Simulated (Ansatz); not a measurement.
```cif
data_structure
_symmetry_space_group_name_H-M 'P 1'
_symmetry_Int_Tables_number 1
_cell_length_a 3.9435
_cell_length_b 3.9435
_cell_length_c 4.9724
_cell_angle_alpha 90.000
_cell_angle_beta 90.000
_cell_angle_gamma 120.000
_cell_volume 66.97
loop_
_atom_site_label
_atom_site_type_symbol
_atom_site_fract_x
_atom_site_fract_y
_atom_site_fract_z
_atom_site_occupancy
Ni1 Ni 0.66667 0.33333 0.25000 1
Ni2 Ni 0.33333 0.66667 0.75000 1
Ni3 Ni 0.00000 0.00000 0.00000 1
Ni4 Ni 0.00000 0.00000 0.50000 1
Ge1 Ge 0.66667 0.33333 0.75000 1
Ge2 Ge 0.33333 0.66667 0.25000 1
```

Space group P6₃/mmc; a structure from a database of computed crystals, not necessarily the ambient phase; changed on purpose from its base cell (volume × 0.97, shape and atoms relaxed); computed pressure about 6 GPa in this cell; computed without spin polarisation.

Computed with DFT r2SCAN, scalar-relativistic, plane waves, PAW in Ansatz 0.2.0.

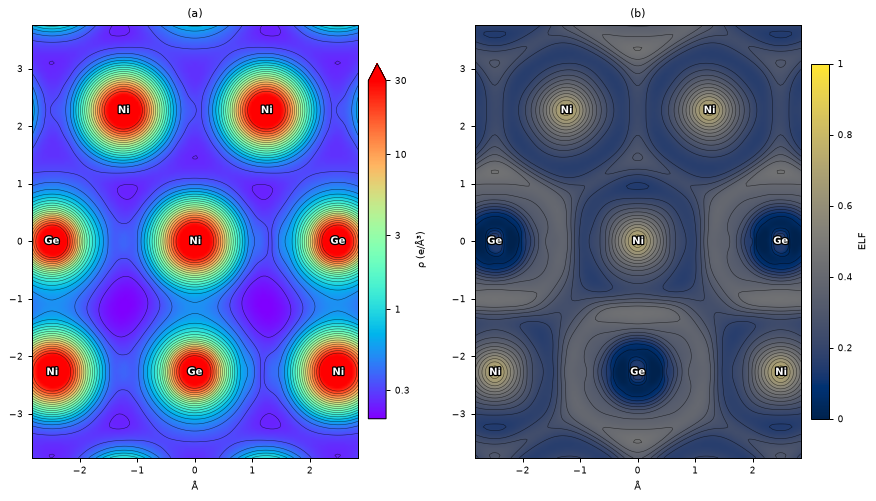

Ni2Ge. (a) valence electron density; (b) ELF on the (110) plane of the conventional cell.

Core electrons are frozen (PAW), and the valence fields are smoothed inside the atomic spheres.

> What does the map show?

- The plane passes through Ni and Ge nuclei.
- Ni–Ge (2.28 Å): ρ at the midpoint is about 0.52 e/Å³; the ELF is about 0.40 at the midpoint.
- Ni–Ni (2.49 Å): the density is about 0.33 e/Å³ at the midpoint; the ELF is about 0.25 at the midpoint; no localised pair shows between them.
- Ni–Ge (2.49 Å): ρ at the midpoint is about 0.34 e/Å³; the ELF is about 0.35 at the midpoint.
- Ni–Ni (2.59 Å): the density is about 0.28 e/Å³ at the midpoint; the ELF is about 0.25 at the midpoint (no localised pair shows between them).
- Ni–Ge (2.59 Å): the density is about 0.31 e/Å³ at the midpoint; the ELF is about 0.35 at the midpoint.
- Between the atoms the lowest density in this plane is 0.2 e/Å³.
- The features right at Ni lie inside the PAW spheres, where the map follows smoothed inner orbitals and isn't to be read closely.
